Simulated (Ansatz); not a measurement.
# Geometry relaxation of GaSb3

The run: geometry relaxation of GaSb3 (Fm-3m, 4 atoms in the cell). Method and program: DFT PBE, scalar-relativistic, plane waves, PAW, no spin polarisation (Ansatz 0.2.0).

The structure derives from a Materials Project entry. It belongs to a series of runs on one base structure; here: structure listed in a database for this formula (Fm-3m, No. 225).

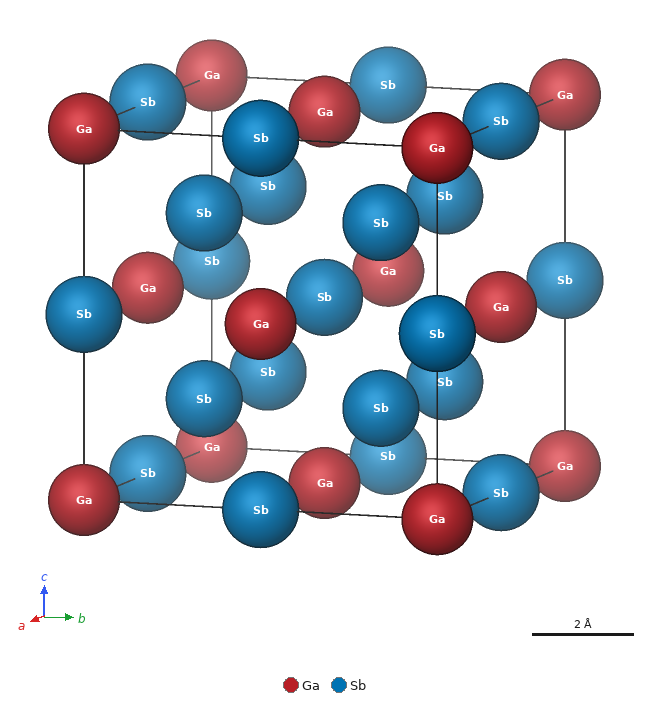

*The structure as given in the input (spheres-only view of the cell 4 times as large as that of the calculation, set on its symmetry axes, seen slightly off an axis).*

Input file
```yaml
crystal:
  lattice:
    - [0.0, 3.730595, 3.730595]
    - [3.730595, 0.0, 3.730595]
    - [3.730595, 3.730595, 0.0]
  atoms:
    - { symbol: Ga, position: [0.0, 0.0, 0.0] }
    - { symbol: Sb, position: [0.25, 0.25, 0.25] }
    - { symbol: Sb, position: [0.75, 0.75, 0.75] }
    - { symbol: Sb, position: [0.5, 0.5, 0.5] }
basis:
  ecutwfc: 420
kpoints:
  mp_grid: { grid: [12, 12, 12] }
hamiltonian:
  xc: pbe
scf:
  occupations: { method: gaussian, width: 0.1 }
output:
  forces: true
  stress: true
  eigenvalues: true
relax:
  adjacent_minimum: "off"
  f_tol: 0.01
  max_steps: 80
  cell: { stress_tol: 0.05 }
```

Machine: 1 thread of Intel Xeon @ 2.90GHz (Ice Lake), 192 GiB of memory available, shared host.

Command:
```bash
ansatz run input.yaml --threads 1 --pin off --max-ram 2560MiB --backend cpu --events-out ev --progress --plain --runs-dir out
```

Log
```
Engine: ansatz 0.2.0, x86_64-unknown-linux-gnu
Pseudopotentials: kind: paw
Pseudopotential: Ga, paw, valence charge 13, recommended cutoff 420 eV (normal), Ga.paw.azcp
Pseudopotential: Sb, paw, valence charge 15, recommended cutoff 420 eV (normal), Sb.paw.azcp
Functional definition: PBE
  parameter kappa = 0.804
  parameter beta = 0.06672455060314922
  exchange = pbe_x(kappa = kappa, mu = beta*pi^2/3)
  correlation = pbe_c(beta = beta)
Crystal: 4 atoms, lattice volume = 103.840 Å³
Basis set: ecut = 420 eV, 2085 PW (Γ), exchange–correlation on 72×72×72 points (8 copies of the dense FFT grid, shifted against one another)
Bands: 35, of which v1, the nominal top of the filled ones, is band 29 counted from 1 (28 counted from 0)
Symmetry: 48 space group operations
Space group: Fm-3m (ITA 225), of the structure as read, at distance tolerance 4.7e-5 Å
k-points: 72 of 1728
Non-local potential: Ga, projectors of the file, l = 0: 2, l = 1: 2, l = 2: 3, l = 3: 1
Non-local potential: Sb, projectors of the file, l = 0: 2, l = 1: 2, l = 2: 2, l = 3: 2
PAW form: soft (Blöchl's): semilocal exchange-correlation on the pseudo side does not see the compensation charge
PAW one-centre angular grid: Ga, 590 points (default); XC on 64 Gauss nodes
PAW one-centre angular grid: Sb, 590 points (default); XC on 64 Gauss nodes
Initial density: superposition of atomic densities (neutral atoms: chi_scale 0, normalization atom), corrected by the library's trained network
Initial wavefunctions: pseudopotential atomic-orbital guess
Functional: x = pbe(κ = 0.804, μ = 0.2195149727645171), c = pbe(β = 0.06672455060314922)
SCF iter   1: F=—  HF=-23235.690059 eV  |F-HF|=—  |Δ(HF+E_count)|=         —  Δρ=1.74e-3  dr2=5.76e-3  ethr=1.77e-3  ⟨swp⟩=9.0  Hψ=10990  notcnv=0
preconditioner: auto → Kerker (q_TF=auto, 2.476 Å⁻¹)  [metal: Δε(μ)=0.037 eV  Ē_g=10.964 eV  σ=0.100 eV  W_gap=0.21  n_scr=26 (ndim 8)  ℏωp=19.3 eV  f_vac=0.000  D(μ)=2.13/eV (n_scr^D=14)]
SCF iter   2: F=—  HF=-23235.687011 eV  |F-HF|=—  |Δ(HF+E_count)|=   3.05e-3  Δρ=1.03e-3  dr2=1.84e-3  ethr=9.93e-6  ⟨swp⟩=2.0  Hψ=5138  notcnv=0
SCF iter   3: F=—  HF=-23235.686663 eV  |F-HF|=—  |Δ(HF+E_count)|=   3.49e-4  Δρ=3.48e-4  dr2=2.18e-4  ethr=3.17e-6  ⟨swp⟩=2.4  Hψ=3772  notcnv=0
SCF iter   4: F=—  HF=-23235.686613 eV  |F-HF|=—  |Δ(HF+E_count)|=   4.99e-5  Δρ=1.49e-4  dr2=1.23e-5  ethr=3.76e-7  ⟨swp⟩=2.0  Hψ=3462  notcnv=0
SCF iter   5: F=—  HF=-23235.686613 eV  |F-HF|=—  |Δ(HF+E_count)|=   2.04e-7  Δρ=5.66e-5  dr2=2.94e-6  ethr=2.12e-8  ⟨swp⟩=2.0  Hψ=4548  notcnv=0
SCF iter   6: F=—  HF=-23235.686611 eV  |F-HF|=—  |Δ(HF+E_count)|=   2.10e-6  Δρ=2.15e-5  dr2=5.79e-7  ethr=5.06e-9  ⟨swp⟩=2.0  Hψ=3447  notcnv=0
SCF iter   7: F=-23235.686611 eV  HF=-23235.686611 eV  |F-HF|=4.76e-8  |Δ(HF+E_count)|=   5.71e-8  Δρ=8.06e-6  dr2=4.74e-8  ethr=1.72e-10  ⟨swp⟩=6.7  Hψ=10360  notcnv=0
SCF 1 converged in 7 iterations: F = -23235.686611 eV  dr2 = 4.74e-8
  greatest PAW one-centre occupation: 0.996 electrons in one spin orbital (limit 2), on the Sb atom at site 3 (counted from 0), in its partial waves of l = 2
relax step   1: F+E_penalty+E_count = -23235.68661073 eV  Δ(F+E_penalty+E_count) = +0.000e0 eV  max|allowed force component| = 1.041e-17 eV/Å  Δτ_max = 0.0000 Å  P = -0.550 GPa  Ω = 103.840 Å³  (7 SCF iters, dr2 threshold 1.00e-7 eV, accepted)
Crystal: 4 atoms, lattice volume = 102.425 Å³
Basis set: ecut = 420 eV, 1989 PW (Γ), exchange–correlation on 72×72×72 points (8 copies of the dense FFT grid, shifted against one another)
Initial density: handed on by an earlier stage of this run
Initial wavefunctions: those handed on with the density
iter 1 solved again at ethr=1.79e-7 eV; its pass at ethr=3.10e-3 eV (dr2=1.04e-4 eV) is discarded
SCF iter   1: F=—  HF=-23235.688635 eV  |F-HF|=—  |Δ(HF+E_count)|=         —  Δρ=2.22e-4  dr2=1.06e-4  ethr=1.79e-7  ⟨swp⟩=2.2  Hψ=13338  notcnv=0
preconditioner: auto → Kerker (q_TF=auto, 2.482 Å⁻¹)  [metal: Δε(μ)=0.033 eV  Ē_g=11.050 eV  σ=0.100 eV  W_gap=0.18  n_scr=26 (ndim 8)  ℏωp=19.4 eV  f_vac=0.000  D(μ)=2.07/eV (n_scr^D=14)]
SCF iter   2: F=—  HF=-23235.688625 eV  |F-HF|=—  |Δ(HF+E_count)|=   9.53e-6  Δρ=1.48e-4  dr2=4.68e-5  ethr=1.79e-7  ⟨swp⟩=1.3  Hψ=2549  notcnv=0
SCF iter   3: F=—  HF=-23235.688618 eV  |F-HF|=—  |Δ(HF+E_count)|=   7.33e-6  Δρ=3.76e-5  dr2=1.35e-6  ethr=8.07e-8  ⟨swp⟩=2.0  Hψ=3541  notcnv=0
SCF iter   4: F=-23235.688617 eV  HF=-23235.688617 eV  |F-HF|=9.28e-9  |Δ(HF+E_count)|=   8.65e-7  Δρ=1.20e-5  dr2=1.05e-7  ethr=6.90e-10  ⟨swp⟩=7.0  Hψ=11050  notcnv=0
SCF 2 converged in 4 iterations: F = -23235.688617 eV  dr2 = 1.05e-7
relax step   2: F+E_penalty+E_count = -23235.68861714 eV  Δ(F+E_penalty+E_count) = -2.006e-3 eV  max|allowed force component| = 5.725e-17 eV/Å  Δτ_max = 0.0000 Å  P = +0.180 GPa  Ω = 102.425 Å³  energy of the carried Pulay correction = +3.246e-4 eV  (4 SCF iters, dr2 threshold 4.00e-7 eV, accepted)
Crystal: 4 atoms, lattice volume = 102.770 Å³
iter 1 solved again at ethr=1.80e-8 eV; its pass at ethr=3.10e-3 eV (dr2=1.04e-5 eV) is discarded
SCF iter   1: F=—  HF=-23235.688726 eV  |F-HF|=—  |Δ(HF+E_count)|=         —  Δρ=5.55e-5  dr2=5.76e-6  ethr=1.80e-8  ⟨swp⟩=3.0  Hψ=12912  notcnv=0
preconditioner: auto → Kerker (q_TF=auto, 2.480 Å⁻¹)  [metal: Δε(μ)=0.018 eV  Ē_g=11.031 eV  σ=0.100 eV  W_gap=0.10  n_scr=26 (ndim 8)  ℏωp=19.4 eV  f_vac=0.000  D(μ)=2.09/eV (n_scr^D=14)]
SCF iter   2: F=—  HF=-23235.688727 eV  |F-HF|=—  |Δ(HF+E_count)|=   7.03e-7  Δρ=3.53e-5  dr2=2.41e-6  ethr=9.94e-9  ⟨swp⟩=1.3  Hψ=2552  notcnv=0
SCF iter   3: F=—  HF=-23235.688726 eV  |F-HF|=—  |Δ(HF+E_count)|=   3.51e-7  Δρ=1.19e-5  dr2=1.44e-7  ethr=4.15e-9  ⟨swp⟩=2.0  Hψ=3541  notcnv=0
SCF iter   4: F=-23235.688726 eV  HF=-23235.688726 eV  |F-HF|=2.03e-9  |Δ(HF+E_count)|=   9.03e-8  Δρ=2.79e-6  dr2=7.66e-9  ethr=1.39e-10  ⟨swp⟩=5.6  Hψ=9081  notcnv=0
SCF 3 converged in 4 iterations: F = -23235.688726 eV  dr2 = 7.66e-9
relax step   3: F+E_penalty+E_count = -23235.68872625 eV  Δ(F+E_penalty+E_count) = -1.091e-4 eV  max|allowed force component| = 6.650e-17 eV/Å  Δτ_max = 0.0000 Å  P = -0.004 GPa  Ω = 102.770 Å³  energy of the carried Pulay correction = +2.450e-4 eV  (4 SCF iters, dr2 threshold 8.09e-8 eV, accepted)
Initial wavefunctions: pseudopotential atomic-orbital guess (no wavefunctions were taken with the density)
iter 1 solved again at ethr=3.01e-7 eV; its pass at ethr=3.10e-3 eV (dr2=1.75e-4 eV) is discarded
SCF iter   1: F=—  HF=-23235.688473 eV  |F-HF|=—  |Δ(HF+E_count)|=         —  Δρ=1.10e-5  dr2=3.14e-8  ethr=3.01e-7  ⟨swp⟩=3.0  Hψ=16738  notcnv=0
eigensolver tolerance schedule: the retry pair's looser diagonalisation over-reported the residual by 5561.37 of it (diagonalisation noise at 1.18 of the residual, at the tolerance the schedule requests for it); recorded, not acted on — ethr = c·dr2/N_el stays at c = 1.0e-1
preconditioner: auto → Kerker (q_TF=auto, 2.480 Å⁻¹)  [metal: Δε(μ)=0.018 eV  Ē_g=11.032 eV  σ=0.100 eV  W_gap=0.10  n_scr=26 (ndim 8)  ℏωp=19.4 eV  f_vac=0.000  D(μ)=2.09/eV (n_scr^D=14)]
SCF iter   2: F=—  HF=-23235.688474 eV  |F-HF|=—  |Δ(HF+E_count)|=   1.04e-6  Δρ=8.53e-6  dr2=3.15e-8  ethr=5.41e-11  ⟨swp⟩=3.1  Hψ=5561  notcnv=0
SCF iter   3: F=—  HF=-23235.688474 eV  |F-HF|=—  |Δ(HF+E_count)|=   5.05e-9  Δρ=3.08e-6  dr2=5.10e-9  ethr=5.41e-11  ⟨swp⟩=2.0  Hψ=3420  notcnv=0
SCF iter   4: F=—  HF=-23235.688474 eV  |F-HF|=—  |Δ(HF+E_count)|=  5.82e-10  Δρ=5.21e-7  dr2=5.30e-10  ethr=8.79e-12  ⟨swp⟩=2.0  Hψ=3508  notcnv=0
SCF iter   5: F=—  HF=-23235.688474 eV  |F-HF|=—  |Δ(HF+E_count)|=  5.09e-11  Δρ=2.39e-7  dr2=4.28e-11  ethr=1.00e-12  ⟨swp⟩=2.2  Hψ=3865  notcnv=0
SCF iter   6: F=-23235.688474 eV  HF=-23235.688474 eV  |F-HF|=0.00e0  |Δ(HF+E_count)|=  2.18e-11  Δρ=7.37e-8  dr2=4.66e-12  ethr=1.00e-12  ⟨swp⟩=4.9  Hψ=8278  notcnv=0
SCF 4 converged in 6 iterations: F = -23235.688474 eV  dr2 = 4.66e-12
relax step   4: F+E_penalty+E_count = -23235.68847386 eV  Δ(F+E_penalty+E_count) = +2.524e-4 eV  max|allowed force component| = 5.551e-17 eV/Å  Δτ_max = 0.0000 Å  P = -0.003 GPa  Ω = 102.770 Å³  stress off target by 2.56e-3 GPa  SCF on the basis re-selected at this cell (its energy is not comparable with the rows above)  (6 SCF iters)
```

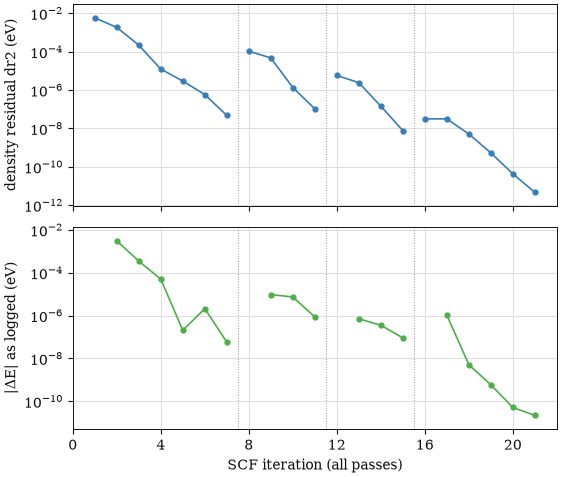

*Convergence of the self-consistent field: density residual dr2 and size of the energy change against the SCF iteration. The dotted lines part the SCF passes of the relaxation: geometry steps, rejected trials and re-solves on a re-selected basis.*

The passes take 7, 4, 4 and 6 iterations.

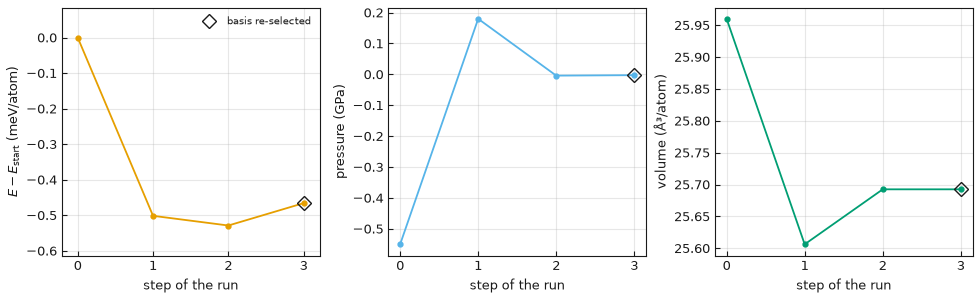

*Progress of the relaxation, step by step (the first geometry is step 0 here and step 1 in the log).*

No atom moves by more than 0.005 Å relative to the cell. Over 2 geometry steps the energy falls by 0.5 meV per atom. All forces vanish by symmetry, so only the cell relaxes. Pressure: −0.55 GPa at the start and 0.00 GPa at the end. A last SCF at the same geometry on a re-selected plane-wave basis shifts the energy by +0.1 meV per atom.

```
basis re-selected at this cell: Δ(F+E_penalty+E_count) = +2.524e-4 eV, ΔP = +0.001 GPa vs the last step (what re-selecting the basis moved, of the pressure what is left beyond the Pulay correction that the steps carried, after the strain that the cell walked since its last selection, with what the two solves' SCF thresholds leave and, on support functions, any second-order correction that the steps lacked; it is no measure of the basis error at this ecutwfc). This SCF's stress stands 2.56e-3 GPa from its target on what of the cell is left free (relax.cell.stress_tol is 5.00e-2 GPa) and its largest allowed force component is 5.55e-17 eV/Å (relax.f_tol is 1.00e-2 eV/Å): within both
SCF converged after 6 iterations
Free energy (F): -23235.688474 eV
Harris-Foulkes:  -23235.688474 eV  (|F-HF|=0.00e0)
Internal energy: -23235.678016 eV  (E = F + TS)
E sigma→0 (E₀):  -23235.683245 eV
Entropy (-TS):   -0.010458 eV (-2.615 meV/atom)
Fermi energy:    10.816508 eV
--- Per-component energies (eV) ---
  E_band       = -488.582038
  E_kinetic    = 733.187763
  E_local      = -6190.439601  (includes V_loc(G=0)·N_el)
  E_nonlocal   = 1506.346856
  E_hartree    = 2846.095693
  E_xc         = -484.504867
  E_vxc        = -346.434063  (∫ρ·V_xc dr)
  E_paw        = -15708.462580  (= ΣΔE_a)
  E_vpaw       = -1883.434323  (= ΣTr[D̂ρ^β])
  E_aug_tail   = -0.000119  (compensation charges beyond the density's cutoff)
  E_ewald      = -5937.901160
  E_smearing   = -0.010458  (= −TS)
  E_closure    = 0.000000  (closes the sum)
  Σ components = -23235.688474   (vs F -23235.688474, Δ=0.00e0)
--- Forces (eV/Å), atoms counted from 1 ---
  atom   1  Ga     0.00000000    -0.00000000    -0.00000000
  atom   2  Sb    -0.00000000     0.00000000     0.00000000
  atom   3  Sb     0.00000000    -0.00000000    -0.00000000
  atom   4  Sb     0.00000000     0.00000000     0.00000000
  max |Σ_I F_I| component: 3.41e-29 eV/Å
--- Stress (GPa, compression-positive) ---
       -0.002565      -0.000000      -0.000000
       -0.000000      -0.002565      -0.000000
       -0.000000      -0.000000      -0.002565
  P = ⅓ Tr σ = -0.0026 GPa (-0.026 kbar)
--- Band table (eV; the first three rows and the last of 72) ---
  k-point 0: bands = ["-18.5252", "-18.5252", "-18.5252", "-18.5176", "-18.5176", "-18.3500", "-18.3500", "-18.3475", "-18.3475", "-18.3475", "-18.3235", "-18.3235", "-18.3235", "-18.3182", "-18.3182", "-3.9849", "-3.9849", "-3.9849", "-3.9722", "-3.9722", "-1.6860", "3.2136", "4.2613", "7.7672", "8.2499", "8.2499", "8.2499", "8.4183", "8.4183", "8.4183", "10.1338", "10.1338", "10.1338", "14.3052", "14.3052"]
  k-point 1: bands = ["-18.5254", "-18.5254", "-18.5250", "-18.5173", "-18.5173", "-18.3498", "-18.3498", "-18.3470", "-18.3470", "-18.3467", "-18.3246", "-18.3238", "-18.3238", "-18.3187", "-18.3187", "-3.9853", "-3.9848", "-3.9848", "-3.9723", "-3.9723", "-1.6321", "3.1347", "4.1394", "7.4974", "7.7460", "7.9612", "7.9612", "8.7070", "8.7070", "9.2453", "10.1136", "10.1136", "10.6103", "14.5377", "14.5377"]
  k-point 2: bands = ["-18.5262", "-18.5262", "-18.5246", "-18.5167", "-18.5167", "-18.3489", "-18.3489", "-18.3455", "-18.3455", "-18.3442", "-18.3275", "-18.3246", "-18.3246", "-18.3201", "-18.3201", "-3.9862", "-3.9843", "-3.9843", "-3.9724", "-3.9724", "-1.4708", "2.8754", "3.8346", "6.9142", "7.6702", "7.6702", "7.7118", "8.8666", "8.8666", "10.2501", "10.2501", "10.3397", "11.6645", "15.1662", "15.1662"]
  k-point 71: bands = ["-18.5310", "-18.5249", "-18.5249", "-18.5139", "-18.5125", "-18.3468", "-18.3468", "-18.3444", "-18.3426", "-18.3364", "-18.3309", "-18.3309", "-18.3264", "-18.3264", "-18.3197", "-3.9873", "-3.9873", "-3.9803", "-3.9758", "-3.9724", "1.0004", "1.2381", "1.2381", "3.7873", "7.8418", "7.8418", "8.3270", "8.4147", "12.2730", "12.3933", "13.0290", "13.0290", "14.1768", "14.8086", "14.8086"]
--- Relaxed structure (3 steps of the walk, 3 accepted, 1 SCFs on fresh bases) ---
  F+E_penalty+E_count = -23235.68847386 eV   max|allowed force component| = 5.551e-17 eV/Å   (the final SCF, on the basis selected at the relaxed cell)
  cell:  # Å, volume = 102.7700 Å³
    - [5.923369988241124e-34, 3.717738274209052, 3.717738274209052]
    - [3.717738274209052, 7.897826650988165e-34, 3.717738274209052]
    - [3.717738274209052, 3.717738274209052, -2.4839938660365997e-34]
  atoms:
    - { symbol: Ga, position: [1.5544719981816885e-35, -2.8249377610199124e-35, -7.411050283222972e-36] }
    - { symbol: Sb, position: [0.25, 0.25, 0.25] }
    - { symbol: Sb, position: [0.7499999999999999, 0.7499999999999999, 0.7499999999999999] }
    - { symbol: Sb, position: [0.5, 0.5, 0.5] }
```

Trajectory as extended XYZ (Å, eV, eV/Å), 4 frames, from step=1 to step=4
```
4
Lattice="0.0000 3.7306 3.7306 3.7306 0.0000 3.7306 3.7306 3.7306 0.0000" Properties=species:S:1:pos:R:3:forces:R:3 step=1 energy=-23235.68661 pressure_GPa=-0.55
Ga    0.0000    0.0000    0.0000    0.0000   0.0000   0.0000
Sb    1.8653    1.8653    1.8653    0.0000   0.0000   0.0000
Sb    5.5959    5.5959    5.5959    0.0000   0.0000   0.0000
Sb    3.7306    3.7306    3.7306    0.0000   0.0000   0.0000
4
Lattice="0.0000 3.7136 3.7136 3.7136 0.0000 3.7136 3.7136 3.7136 0.0000" Properties=species:S:1:pos:R:3:forces:R:3 step=2 energy=-23235.68862 pressure_GPa=0.18
Ga    0.0000    0.0000    0.0000    0.0000   0.0000   0.0000
Sb    1.8568    1.8568    1.8568    0.0000   0.0000   0.0000
Sb    5.5704    5.5704    5.5704    0.0000   0.0000   0.0000
Sb    3.7136    3.7136    3.7136    0.0000   0.0000   0.0000
4
Lattice="0.0000 3.7177 3.7177 3.7177 0.0000 3.7177 3.7177 3.7177 0.0000" Properties=species:S:1:pos:R:3:forces:R:3 step=3 energy=-23235.68873 pressure_GPa=-0.00
Ga    0.0000    0.0000    0.0000    0.0000   0.0000   0.0000
Sb    1.8589    1.8589    1.8589    0.0000   0.0000   0.0000
Sb    5.5766    5.5766    5.5766    0.0000   0.0000   0.0000
Sb    3.7177    3.7177    3.7177    0.0000   0.0000   0.0000
4
Lattice="0.0000 3.7177 3.7177 3.7177 0.0000 3.7177 3.7177 3.7177 0.0000" Properties=species:S:1:pos:R:3:forces:R:3 step=4 energy=-23235.68847 pressure_GPa=-0.00
Ga    0.0000    0.0000    0.0000    0.0000   0.0000   0.0000
Sb    1.8589    1.8589    1.8589    0.0000   0.0000   0.0000
Sb    5.5766    5.5766    5.5766    0.0000   0.0000   0.0000
Sb    3.7177    3.7177    3.7177    0.0000   0.0000   0.0000
```

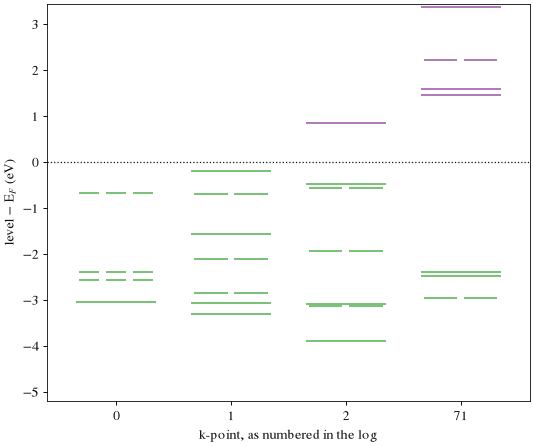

*Kohn–Sham levels near the Fermi level (dotted) at the few k-points that the log prints; levels within 0.02 eV of each other stand side by side.*

The system is metallic on the full mesh.

Results in brief

| quantity | value |
| --- | --- |
| outcome | converged |
| space group (tolerance 0.01 Å) | Fm-3m (225) |
| electrons treated | 58 |
| free energy | −23235.6885 eV |
| Fermi energy | 10.817 eV |
| gap on the k-point mesh | none (metallic) |
| pressure | 0.00 GPa |
| final volume | 102.77 Å³ |
| largest force (length of the vector) at the end | under 0.001 eV/Å |
| final cell | a = 5.258 Å, b = 5.258 Å, c = 5.258 Å, α = 60.00°, β = 60.00°, γ = 60.00° |
| wall time | 53 s |
| peak memory | 0.56 GiB |
